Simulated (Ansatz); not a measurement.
# Calculations on Si₁₆H

## 1. Relaxation

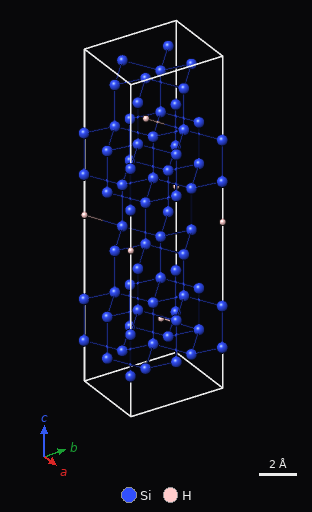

A defect cell of composition Si16H (cell charge +1), before the relaxation. The picture is a ball-and-stick view of the larger cell on standard axes (3 times the calculation's cell) (origin shifted), seen slightly off an axis.

It is an interstitial H in diamond Si. The run prepares an end point of a later path (interstitial hop) calculation, from a guessed geometry.

Computed with DFT PBEsol, scalar-relativistic, plane waves, PAW in Ansatz.

Input file:
```yaml
crystal:
  lattice:
    - [0.0, 5.43, 5.43]
    - [5.43, 0.0, 5.43]
    - [5.43, 5.43, 0.0]
  atoms:
    - { symbol: Si, position: [0.0, 0.0, 0.0] }
    - { symbol: Si, position: [0.125, 0.125, 0.125] }
    - { symbol: Si, position: [0.0, 0.0, 0.5] }
    - { symbol: Si, position: [0.125, 0.125, 0.625] }
    - { symbol: Si, position: [0.0, 0.5, 0.0] }
    - { symbol: Si, position: [0.125, 0.625, 0.125] }
    - { symbol: Si, position: [0.0, 0.5, 0.5] }
    - { symbol: Si, position: [0.125, 0.625, 0.625] }
    - { symbol: Si, position: [0.5, 0.0, 0.0] }
    - { symbol: Si, position: [0.625, 0.125, 0.125] }
    - { symbol: Si, position: [0.5, 0.0, 0.5] }
    - { symbol: Si, position: [0.625, 0.125, 0.625] }
    - { symbol: Si, position: [0.5, 0.5, 0.0] }
    - { symbol: Si, position: [0.625, 0.625, 0.125] }
    - { symbol: Si, position: [0.5, 0.5, 0.5] }
    - { symbol: Si, position: [0.625, 0.625, 0.625] }
    - { symbol: H, position: [0.7458725, 0.7512075, 0.2438647] }
total_charge: 1
basis:
  ecutwfc: 420.0
kpoints:
  mp_grid: { grid: [2, 2, 2] }
hamiltonian:
  xc: pbesol
scf:
  occupations: { method: gaussian, width: 0.02 }
  lower_state_search: "off"
relax:
  f_tol: 0.03
  max_steps: 60
  adjacent_minimum: "off"
output:
  write_density: true
  write_potential: true
  elf: true
  volumetric_format: npy
```

Launched with:
```bash
ansatz run input.yaml --threads 1 --pin off --max-ram 3072MiB --backend cpu --events-out ev --progress --plain --runs-dir out
```

### Predict the outcome.

Over 13 accepted moves (15 points after the start) the energy falls by 1.004 eV per cell of the calculation. Largest force component: 0.35 eV/Å at the start, 0.0091 eV/Å at the end. The line search rejected the trial steps at points 11, 14 of the run. H17 moves most: 1.38 Å along [1 2 1]. By element the largest moves are H 1.38 Å, Si 0.33 Å. The cell stays as it was. Near-neighbour distances that change, for instance: Si9–H17 2.659 → 1.617 Å, Si14–H17 2.295 → 1.619 Å, Si9–Si14 2.351 → 2.925 Å, Si10–H17 2.345 → 2.652 Å. New bonds form: Si14–H17 (2.29 → 1.62 Å), Si9–H17 (2.66 → 1.62 Å). Among the angles between lasting bonds that change: Si10–Si13–Si14 109.5° → 94.8°, Si5–Si2–Si9 109.5° → 97.2°, Si9–Si12–Si15 109.5° → 97.8°. The run took 61 s on 1 thread of Intel(R) Xeon(R) Platinum 8488C (Sapphire Rapids), with other jobs on the host, peak memory 0.65 GiB.

History of the run:

```tsv
step	E − E(0), meV/atom	largest force component, eV/Å	note
0	0.00	0.3452	
1	-7.18	0.5905	
2	-16.37	0.6944	
3	-25.01	0.6123	
4	-32.10	0.5140	
5	-37.12	0.5301	
6	-40.03	0.1811	
7	-41.82	0.2337	
8	-48.55	0.4068	
9	-52.75	0.3484	
10	-55.43	0.6191	
11	-53.26	0.7540	rejected
12	-58.99	0.0595	
13	-59.06	0.0527	
14	-59.05	0.0343	rejected
15	-59.08	0.0091
```

Final geometry:

```
Si H
1.0
     0.00000    5.43000    5.43000
     5.43000    0.00000    5.43000
     5.43000    5.43000    0.00000
Si H
16 1
Direct
  0.00075 0.99961 0.00508
  0.13104 0.10487 0.14253
  0.01316 0.98641 0.51513
  0.13173 0.12255 0.63258
  0.02197 0.47930 0.00812
  0.12180 0.62602 0.13510
  0.00689 0.49502 0.50744
  0.13337 0.61359 0.63497
  0.49557 0.04217 0.99567
  0.62741 0.15177 0.12808
  0.50425 0.00051 0.50134
  0.64044 0.10819 0.63055
  0.49410 0.52692 0.99422
  0.65105 0.57568 0.15084
  0.50654 0.48254 0.52107
  0.63457 0.62705 0.62197
  0.63121 0.80902 0.11919
```

After the run, drawn alike:

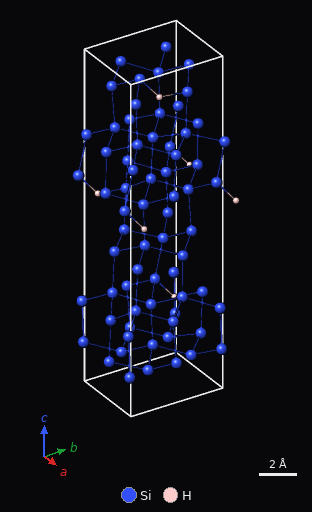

Limits of the set-up: the periodic images lie only 7.7 Å apart, so the values are limited by the cell's size; the cell is charged, on a uniform background, and energies carry no finite-size correction.

## 2. Relaxation

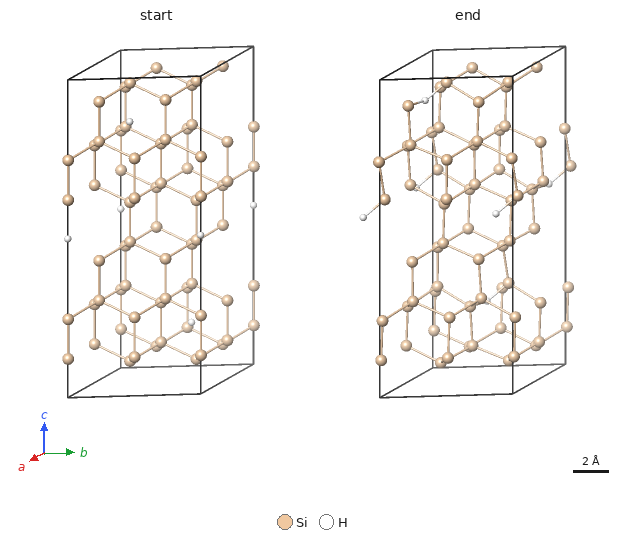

The structure of a defect cell of composition Si16H (cell charge +1) before (left) and after (right) a relaxation, at one scale.

Style: ball-and-stick. Shown: the larger cell on standard axes (3 times the calculation's cell) (origin shifted), slightly off an axis.

It is an interstitial H in diamond Si. The run prepares an end point of a later path (interstitial hop) calculation, from a guessed geometry.

All numbers below come from DFT PBEsol, scalar-relativistic, plane waves, PAW in Ansatz 0.2.0. Settings: plane-wave cutoff 420 eV; k-point mesh 2 × 2 × 2; occupations gaussian; smearing width 0.02 eV; no spin polarisation; atoms relaxed in a fixed cell; force threshold 0.03 eV/Å; at most 60 steps.

Question: Describe what moved and what it gained.

Answer: The energy falls by 1.006 eV per cell of the calculation in 12 geometry steps. The largest force component goes from 0.32 to 0.03 eV/Å. The atom that moves furthest is the H atom (1.62 Å along [0 −2 1]). Largest moves by element: H 1.62 Å, Si 0.34 Å. The lattice vectors keep their values. Some distances before and after: H–Si 2.672 → 1.620 Å, H–Si 2.295 → 1.618 Å, Si–Si 2.351 → 2.928 Å, Si–Si 2.351 → 2.322 Å. New bonds form: H–Si (2.30 → 1.62 Å), H–Si (2.67 → 1.62 Å). Bond angles that change, for instance: Si–Si–Si 109.5° → 94.9°, Si–Si–Si 109.5° → 96.1°, Si–Si–Si 109.5° → 99.0°.

Limits of the set-up: the periodic images lie only 7.7 Å apart, so the values are limited by the cell's size; the cell is charged, on a uniform background, and energies carry no finite-size correction.

## 3. Path

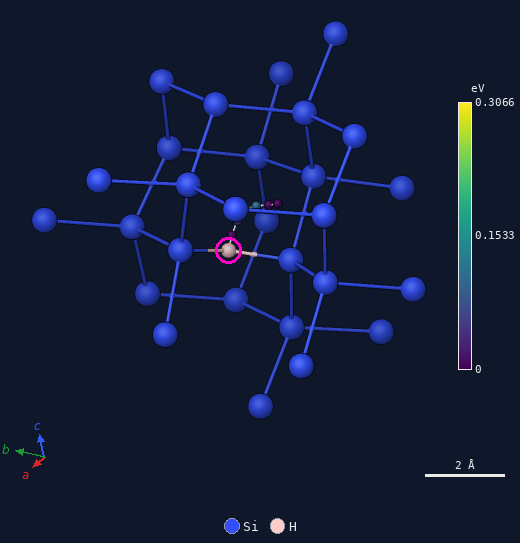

A nudged-elastic-band calculation for Si with an interstitial H (17 atoms in the cell, charge +1). Images are numbered from 0 (start) to 6 (end). The start is drawn whole; smaller spheres mark the moving atoms (H) in the later images, joined by lines and coloured by the energy of the image relative to the start. The picture is a ball-and-stick view of the atoms within 5.1 Å of the middle of the path, seen from a free direction. The moving atom is ringed, with any periodic copies. Bonds to atoms that aren't drawn are left out.

Computed with DFT PBEsol, scalar-relativistic, plane waves, PAW (Ansatz 0.2.0). Set-up: plane-wave cutoff 420 eV; k-point mesh 2 × 2 × 2; Gaussian smearing 0.02 eV; 5 movable images; climbing image; force threshold 0.05 eV/Å; iteration limit 62; starting path by image-dependent pair potential.

Q: Describe the path and its energy.

A: The H atom travels furthest, 1.81 Å from end to end, along [−3 −2 3], on a path that bends up to 0.47 Å away from the straight line. At the highest image its nearest neighbour (Si) is 1.59 Å away, against 1.62 Å at the start, and the surrounding atoms stand up to 0.13 Å off the mean of their end positions. Breaking: H–Si (1.62 → 2.77 Å). Forming: H–Si (2.90 → 1.62 Å), Si–Si (2.92 → 2.34 Å). The two ends have the same energy, and the highest point, image 3, lies 0.31 eV above the start. The band converged in 7 iterations. The largest component of the band force went from 1.7 to 0.01 eV/Å. The climbing image converged on the top of the path. A check of its curvatures didn't confirm a first-order saddle.

Limits of the set-up: the k-point mesh is coarse for a cell with partly filled bands; the periodic images lie only 7.7 Å apart, so the values are limited by the cell's size; the cell is charged, on a uniform background, and energies carry no finite-size correction.

The run took 4.8 min on 1 thread of Intel(R) Xeon(R) Platinum 8488C (Sapphire Rapids), on a shared host, peak memory 0.94 GiB.
